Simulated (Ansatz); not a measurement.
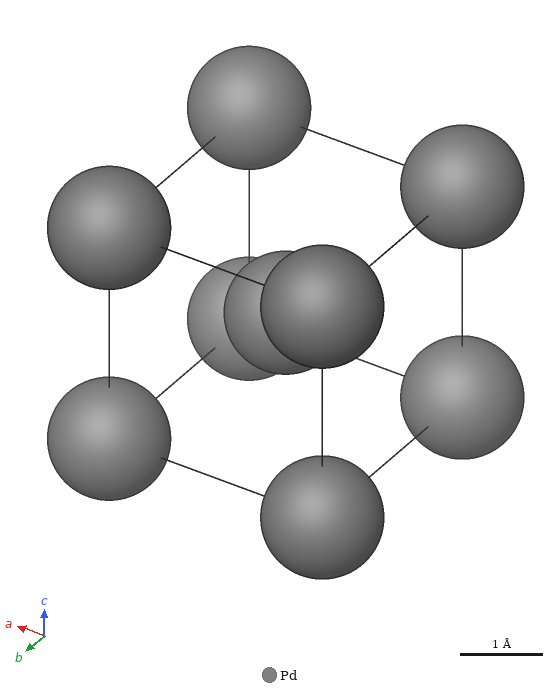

The starting point is a symmetric starting cell of Pd. A spheres-only model of the conventional cell (2 times the calculation's cell), seen from a free direction. Lengths and directions refer to the drawn axes.

The calculation used Ansatz 0.2.0, DFT r2SCAN, scalar-relativistic, plane waves, PAW. Settings: plane-wave cutoff 500 eV; k-point mesh 18 × 18 × 18; occupations gaussian; smearing width 0.1 eV; no spin polarisation.

Now this is done to it. All lengths are scaled by +3.8 % (volume +11.8 %), the atoms keeping their fractional coordinates. No relaxation follows. The starting cell wasn't computed here and needn't be at equilibrium, so pressure and forces aren't due to the change alone.

Input file:
```yaml
crystal:
  lattice:
    - [-1.6319647868, 1.6319647868, 1.6319647868]
    - [1.6319647868, -1.6319647868, 1.6319647868]
    - [1.6319647868, 1.6319647868, -1.6319647868]
  atoms:
    - { symbol: Pd, position: [0.0, 0.0, 0.0] }
basis:
  ecutwfc: 500
kpoints:
  mp_grid: { grid: [18, 18, 18] }
hamiltonian:
  xc: r2scan
scf:
  occupations: { method: gaussian, width: 0.1 }
output:
  forces: true
  stress: true
  eigenvalues: true
```

Run as
```bash
ansatz run input.yaml --threads 1 --pin off --max-ram 1331MiB --backend cpu --events-out ev --progress --plain --runs-dir out
```

> What is the effect?

The pressure is −17.5 GPa (not all of it need come from the change, since the unchanged cell can be under pressure at this level too). All forces vanish by symmetry. Near-neighbour distances before and after: Pd–Pd 3.145 → 3.264 Å, Pd–Pd 2.723 → 2.827 Å. The space group stays Im-3m (No. 229).

The changed structure in the same view:

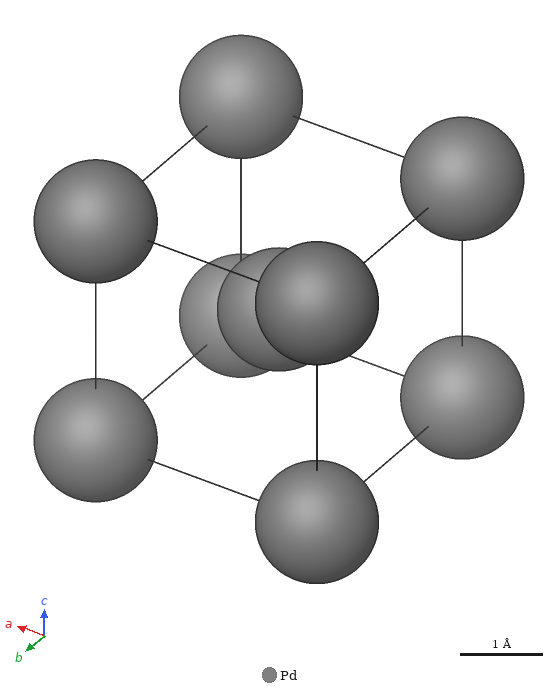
